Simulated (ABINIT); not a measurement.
## Rpa calculation of SiC (part 2 of 5)

Continued. System: SiC (P6₃mc, 4 atoms in the cell). Method: Kohn-Sham DFT of a periodic cell, LDA, PseudoDojo NC SR LDA v0.4.1 standard, RPA, no spin polarisation (ABINIT 10.8.3); cutoff 1006.82 eV, 6×6×3 k-mesh, fixed occupations. The structure derives from an entry of the Crystallography Open Database.

Geometry of the input (Å; fractional positions):
```
3.0760  0.0000  0.0000
-1.5380  2.6639  0.0000
0.0000  0.0000  5.0480
Si 0.6667  0.3333  0.5000
Si 0.3333  0.6667  0.0000
C  0.6667  0.3333  0.8850
C  0.3333  0.6667  0.3850
```

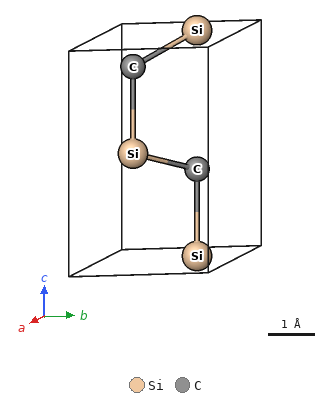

The structure as given in the input (ball-and-stick view of the cell of the calculation, seen at an oblique angle).

Output, continued:
```
     iter   Etot(hartree)      deltaE(h)  residm     vres2
 ETOT  1  -20.433483184361    -2.043E+01 1.659E-01 5.930E+02
 ETOT  2  -20.539307014356    -1.058E-01 1.567E-04 2.991E+02
 ETOT  3  -20.630355333369    -9.105E-02 7.468E-04 8.253E-01
 ETOT  4  -20.630609734179    -2.544E-04 1.710E-06 4.383E-03
 ETOT  5  -20.630610683597    -9.494E-07 4.596E-08 6.999E-05
 ETOT  6  -20.630610699995    -1.640E-08 8.948E-10 1.394E-06
 ETOT  7  -20.630610700277    -2.823E-10 2.511E-11 1.216E-08
 ETOT  8  -20.630610700280    -3.233E-12 5.347E-13 4.893E-10
 ETOT  9  -20.630610700280     7.105E-15 1.325E-14 2.216E-12
 ETOT 10  -20.630610700280    -1.634E-13 4.583E-16 6.059E-14

 At SCF step   10       vres2   =  6.06E-14 < tolvrs=  1.00E-12 =>converged.

 Cartesian components of stress tensor (hartree/bohr^3)
  sigma(1 1)=  1.14988075E-04  sigma(3 2)=  0.00000000E+00
  sigma(2 2)=  1.14988075E-04  sigma(3 1)=  0.00000000E+00
  sigma(3 3)=  2.54368888E-04  sigma(2 1)=  0.00000000E+00

--- !ResultsGS
iteration_state: {dtset: 1, }
comment   : Summary of ground state results
lattice_vectors:
- [  5.8127976,   0.0000000,   0.0000000, ]
- [ -2.9063988,   5.0340304,   0.0000000, ]
- [  0.0000000,   0.0000000,   9.5393375, ]
lattice_lengths: [   5.81280,    5.81280,    9.53934, ]
lattice_angles: [ 90.000,  90.000, 120.000, ] # degrees, (23, 13, 12)
lattice_volume:   2.7913818E+02
convergence: {deltae: -1.634E-13, res2:  6.059E-14, residm:  4.583E-16, diffor: null, }
etotal    :  -2.06306107E+01
entropy   :   0.00000000E+00
fermie    :   2.72255856E-01
cartesian_stress_tensor: # hartree/bohr^3
- [  1.14988075E-04,   0.00000000E+00,   0.00000000E+00, ]
- [  0.00000000E+00,   1.14988075E-04,   0.00000000E+00, ]
- [  0.00000000E+00,   0.00000000E+00,   2.54368888E-04, ]
pressure_GPa:  -4.7500E+00
xred      :
- [  6.6667E-01,   3.3333E-01,   5.0000E-01, Si]
- [  3.3333E-01,   6.6667E-01,   0.0000E+00, Si]
- [  6.6667E-01,   3.3333E-01,   8.8500E-01,  C]
- [  3.3333E-01,   6.6667E-01,   3.8500E-01,  C]
cartesian_forces: # hartree/bohr
- [ -0.00000000E+00,  -0.00000000E+00,   1.41464565E-02, ]
- [ -0.00000000E+00,  -0.00000000E+00,   1.41464565E-02, ]
- [ -3.70581661E-28,  -2.13955422E-28,  -1.41464565E-02, ]
- [  3.70581661E-28,   2.13955422E-28,  -1.41464565E-02, ]
force_length_stats: {min:   1.41464565E-02, max:   1.41464565E-02, mean:   1.41464565E-02, }
...

 Integrated electronic density in atomic spheres:
 ------------------------------------------------
 Atom  Sphere_radius  Integrated_density
    1        2.00000          1.96500643
    2        2.00000          1.96500643
    3        2.00000          4.22635645
    4        2.00000          4.22635645
================================================================================

 ----iterations are completed or convergence reached----

 Mean square residual over all n,k,spin=   16.718E-18; max=  45.826E-17
 reduced coordinates (array xred) for    4 atoms
       0.666666666667      0.333333333333      0.500000000000
       0.333333333333      0.666666666667      0.000000000000
       0.666666666667      0.333333333333      0.885000000000
       0.333333333333      0.666666666667      0.385000000000
 rms dE/dt=  7.7912E-02; max dE/dt=  1.3495E-01; dE/dt below (all hartree)
    1       0.000000000000      0.000000000000     -0.134947821710
    2       0.000000000000      0.000000000000     -0.134947821710
    3       0.000000000000      0.000000000000      0.134947823593
    4      -0.000000000000      0.000000000000      0.134947823593

 cartesian coordinates (angstrom) at end:
    1      1.53800000000000     0.88796471402960     2.52400000000000
    2     -0.00000000000000     1.77592942805920     0.00000000000000
    3      1.53800000000000     0.88796471402960     4.46748000000000
    4     -0.00000000000000     1.77592942805920     1.94348000000000

 cartesian forces (hartree/bohr) at end:
    1     -0.00000000000000    -0.00000000000000     0.01414645648964
    2     -0.00000000000000    -0.00000000000000     0.01414645648964
    3     -0.00000000000000    -0.00000000000000    -0.01414645648964
    4      0.00000000000000     0.00000000000000    -0.01414645648964
 frms,max,avg= 8.1674605E-03 1.4146456E-02   0.000E+00  0.000E+00 -9.866E-11 h/b

 cartesian forces (eV/Angstrom) at end:
    1     -0.00000000000000    -0.00000000000000     0.72744004065465
    2     -0.00000000000000    -0.00000000000000     0.72744004065465
    3     -0.00000000000000    -0.00000000000000    -0.72744004065465
    4      0.00000000000000     0.00000000000000    -0.72744004065465
 frms,max,avg= 4.1998770E-01 7.2744004E-01   0.000E+00  0.000E+00 -5.073E-09 e/A
 length scales=  5.812797563292  5.812797563292  9.539337483582 bohr
              =  3.076000000000  3.076000000000  5.048000000000 angstroms
 Fermi (or HOMO) energy (hartree) =   0.27226   Average Vxc (hartree)=  -0.42108
 Eigenvalues (hartree) for nkpt=  14  k points:
 kpt#   1, nband=  8, wtk=  0.00926, kpt=  0.0000  0.0000  0.0000 (reduced coord)
  -0.30264   -0.17217   -0.04814    0.21505    0.21505    0.26220    0.26220    0.27226
 prteigrs : prtvol=0 or 1, do not print more k-points.

--- !EnergyTerms
iteration_state     : {dtset: 1, }
comment             : Components of total free energy in Hartree
kinetic             :  1.18559655182593E+01
hartree             :  2.35240127748590E+00
xc                  : -7.56168658955797E+00
Ewald energy        : -2.08945945881520E+01
psp_core            :  1.26343959071140E+00
local_psp           : -8.23500046223519E+00
non_local_psp       :  5.88864553208200E-01
total_energy        : -2.06306107002803E+01
total_energy_eV     : -5.61387516255797E+02
band_energy         :  7.32447949429654E-01
...

 Cartesian components of stress tensor (hartree/bohr^3)
  sigma(1 1)=  1.14988075E-04  sigma(3 2)=  0.00000000E+00
  sigma(2 2)=  1.14988075E-04  sigma(3 1)=  0.00000000E+00
  sigma(3 3)=  2.54368888E-04  sigma(2 1)=  0.00000000E+00

-Cartesian components of stress tensor (GPa)         [Pressure= -4.7500E+00 GPa]
- sigma(1 1)=  3.38306598E+00  sigma(3 2)=  0.00000000E+00
- sigma(2 2)=  3.38306597E+00  sigma(3 1)=  0.00000000E+00
- sigma(3 3)=  7.48379107E+00  sigma(2 1)=  0.00000000E+00

================================================================================
== DATASET  2 ==================================================================

--- !DatasetInfo
iteration_state: {dtset: 2, }
dimensions: {natom: 4, nkpt: 14, mband: 172, nsppol: 1, nspinor: 1, nspden: 1, mpw: 3027, }
cutoff_energies: {ecut:  37.0, pawecutdg:  -1.0, }
electrons: {nelect:   1.60000000E+01, charge:   0.00000000E+00, occopt:   1.00000000E+00, tsmear:   1.00000000E-02, }
meta: {optdriver: 0, ionmov: 0, optcell: 0, iscf: -2, paral_kgb: 0, }
...

 mkfilename : getden/=0, take file _DEN from output of DATASET   1.

 Exchange-correlation functional for the present dataset will be:
  LDA: Perdew-Wang 92 LSD fit to Ceperley-Alder data - ixc=7
  J.P.Perdew and Y.Wang, PRB 45, 13244 (1992)

 Real(R)+Recip(G) space primitive vectors, cartesian coordinates (Bohr,Bohr^-1):
 R(1)=  5.8127976  0.0000000  0.0000000  G(1)=  0.1720342  0.0993240  0.0000000
 R(2)= -2.9063988  5.0340304  0.0000000  G(2)=  0.0000000  0.1986480  0.0000000
 R(3)=  0.0000000  0.0000000  9.5393375  G(3)=  0.0000000  0.0000000  0.1048291
 Unit cell volume ucvol=  2.7913818E+02 bohr^3
 Angles (23,13,12)=  9.00000000E+01  9.00000000E+01  1.20000000E+02 degrees

 getcut: wavevector=  0.0000  0.0000  0.0000  ngfft=  32  32  54
         ecut(hartree)=     37.000   => boxcut(ratio)=   2.01048
--------------------------------------------------------------------------------

================================================================================
 Non-SCF case, kpt    1 (  0.00000  0.00000  0.00000), residuals and eigenvalues=
  9.35E-14  3.64E-13  1.23E-13  1.55E-13  8.76E-14  1.71E-13  1.24E-13  6.86E-14
  6.83E-14  5.63E-14  1.14E-13  1.13E-13  7.73E-14  9.60E-14  6.36E-14  1.14E-13
  4.10E-14  5.03E-14  3.80E-14  3.07E-14  5.15E-14  1.41E-13  5.35E-14  9.03E-13
  7.69E-14  8.37E-13  7.12E-13  6.23E-13  7.04E-14  2.46E-13  9.29E-13  4.16E-13
  6.69E-14  4.54E-13  1.10E-13  7.82E-14  7.38E-14  6.85E-14  5.85E-14  9.07E-14
  1.72E-13  5.58E-13  6.83E-14  1.26E-13  1.43E-13  7.38E-13  1.04E-13  1.66E-13
  8.63E-14  1.66E-13  1.17E-13  1.03E-13  8.13E-14  3.35E-13  1.11E-13  1.66E-13
  7.23E-14  1.96E-13  2.12E-13  1.36E-13  1.31E-13  1.58E-13  1.53E-13  2.37E-13
  1.97E-13  2.04E-13  3.96E-13  1.41E-13  2.91E-13  3.04E-13  3.75E-13  2.59E-13
  2.45E-13  5.51E-13  6.40E-13  4.57E-13  4.49E-13  4.85E-13  6.47E-14  6.90E-13
  2.96E-13  8.05E-14  7.85E-13  6.23E-13  6.03E-13  9.38E-13  6.00E-13  7.72E-13
  5.74E-13  7.86E-13  5.13E-13  6.81E-13  4.46E-14  9.13E-14  9.37E-13  8.03E-14
  5.07E-14  6.75E-14  8.57E-14  9.05E-14  1.42E-13  3.86E-13  4.45E-13  8.70E-14
  5.14E-13  2.48E-13  6.46E-13  1.56E-13  7.05E-13  1.28E-13  6.76E-14  1.55E-13
  1.97E-13  1.72E-13  1.96E-13  1.61E-13  3.64E-13  3.18E-13  1.05E-13  1.98E-13
  2.46E-13  1.58E-13  8.33E-13  8.27E-13  7.32E-13  7.51E-14  5.05E-13  7.48E-13
  2.15E-13  2.96E-13  8.78E-13  6.83E-13  2.90E-13  2.69E-13  4.15E-13  8.29E-13
  9.60E-13  1.01E-13  1.47E-13  2.95E-13  5.58E-13  4.32E-13  3.25E-13  5.08E-13
  3.70E-13  6.47E-13  3.44E-13  3.77E-13  5.88E-13  8.46E-13  8.36E-13  2.91E-13
  6.70E-13  9.32E-13  9.20E-13  8.87E-13  8.61E-13  6.02E-13  5.34E-13  6.44E-12
  4.31E-10  2.02E-09  9.79E-09  8.40E-08  1.70E-07  4.54E-08  1.19E-07  1.08E-05
  4.60E-05  4.27E-05  8.99E-05  3.66E-04
 -3.0264E-01 -1.7217E-01 -4.8137E-02  2.1505E-01  2.1505E-01  2.6220E-01
  2.6220E-01  2.7226E-01  4.4060E-01  4.9394E-01  5.0768E-01  5.0768E-01
  5.4658E-01  5.8862E-01  5.8862E-01  6.8281E-01  6.8959E-01  6.8959E-01
  7.2897E-01  8.2176E-01  8.2176E-01  8.7137E-01  9.0003E-01  1.0127E+00
  1.0127E+00  1.0165E+00  1.1927E+00  1.1927E+00  1.2655E+00  1.2977E+00
  1.2977E+00  1.3733E+00  1.4107E+00  1.4107E+00  1.4711E+00  1.5638E+00
  1.5638E+00  1.5655E+00  1.6271E+00  1.6380E+00  1.6380E+00  1.6612E+00
  1.8166E+00  1.8166E+00  1.8919E+00  1.8919E+00  2.0228E+00  2.0700E+00
  2.0700E+00  2.1098E+00  2.1367E+00  2.2461E+00  2.2461E+00  2.2530E+00
  2.2530E+00  2.2866E+00  2.3044E+00  2.3044E+00  2.3994E+00  2.4016E+00
  2.4310E+00  2.4310E+00  2.4773E+00  2.4773E+00  2.4779E+00  2.5023E+00
  2.5050E+00  2.5050E+00  2.5828E+00  2.5828E+00  2.5879E+00  2.6282E+00
  2.6712E+00  2.6712E+00  2.7168E+00  2.7168E+00  2.7821E+00  2.8149E+00
  2.8149E+00  2.8568E+00  2.8896E+00  2.8896E+00  2.8955E+00  2.8979E+00
  2.8979E+00  2.9069E+00  2.9225E+00  2.9584E+00  2.9643E+00  2.9643E+00
  3.0094E+00  3.0929E+00  3.0929E+00  3.1189E+00  3.1191E+00  3.1191E+00
  3.1364E+00  3.1791E+00  3.1791E+00  3.2012E+00  3.2495E+00  3.4750E+00
  3.4750E+00  3.4836E+00  3.5171E+00  3.5171E+00  3.6015E+00  3.6015E+00
  3.6279E+00  3.6327E+00  3.6327E+00  3.7096E+00  3.7190E+00  3.7949E+00
  3.8005E+00  3.8005E+00  3.8326E+00  3.8326E+00  3.8884E+00  3.8884E+00
  3.9015E+00  3.9015E+00  3.9282E+00  3.9761E+00  3.9761E+00  3.9883E+00
  3.9923E+00  3.9923E+00  4.0048E+00  4.0048E+00  4.0082E+00  4.0190E+00
  4.1442E+00  4.1525E+00  4.1750E+00  4.1750E+00  4.2713E+00  4.2979E+00
  4.2979E+00  4.4935E+00  4.4935E+00  4.5476E+00  4.6193E+00  4.6691E+00
  4.6691E+00  4.6805E+00  4.6805E+00  4.6966E+00  4.7079E+00  4.7079E+00
  4.7694E+00  4.7953E+00  4.8041E+00  4.8041E+00  4.8275E+00  4.8275E+00
  4.8570E+00  4.8779E+00  4.8881E+00  4.9328E+00  5.0416E+00  5.0416E+00
  5.0615E+00  5.1017E+00  5.1017E+00  5.1035E+00  5.1035E+00  5.1687E+00
  5.1941E+00  5.1989E+00  5.1990E+00  5.2651E+00
 prteigrs : prtvol=0 or 1, do not print more k-points.

--- !ResultsGS
iteration_state: {dtset: 2, }
comment   : Summary of ground state results
lattice_vectors:
- [  5.8127976,   0.0000000,   0.0000000, ]
- [ -2.9063988,   5.0340304,   0.0000000, ]
- [  0.0000000,   0.0000000,   9.5393375, ]
lattice_lengths: [   5.81280,    5.81280,    9.53934, ]
lattice_angles: [ 90.000,  90.000, 120.000, ] # degrees, (23, 13, 12)
lattice_volume:   2.7913818E+02
convergence: {deltae:  0.000E+00, res2:  0.000E+00, residm:  9.977E-13, diffor:  0.000E+00, }
etotal    :  -2.06306107E+01
entropy   :   0.00000000E+00
fermie    :   2.72255856E-01
cartesian_stress_tensor: null
pressure_GPa: null
xred      :
- [  6.6667E-01,   3.3333E-01,   5.0000E-01, Si]
- [  3.3333E-01,   6.6667E-01,   0.0000E+00, Si]
- [  6.6667E-01,   3.3333E-01,   8.8500E-01,  C]
- [  3.3333E-01,   6.6667E-01,   3.8500E-01,  C]
cartesian_forces: null
force_length_stats: {min: null, max: null, mean: null, }
...

 Integrated electronic density in atomic spheres:
 ------------------------------------------------
 Atom  Sphere_radius  Integrated_density
    1        2.00000          1.96500643
    2        2.00000          1.96500643
    3        2.00000          4.22635645
    4        2.00000          4.22635645
================================================================================

 ----iterations are completed or convergence reached----

 Mean square residual over all n,k,spin=   34.867E-14; max=  99.766E-14
 reduced coordinates (array xred) for    4 atoms
       0.666666666667      0.333333333333      0.500000000000
       0.333333333333      0.666666666667      0.000000000000
       0.666666666667      0.333333333333      0.885000000000
       0.333333333333      0.666666666667      0.385000000000
```
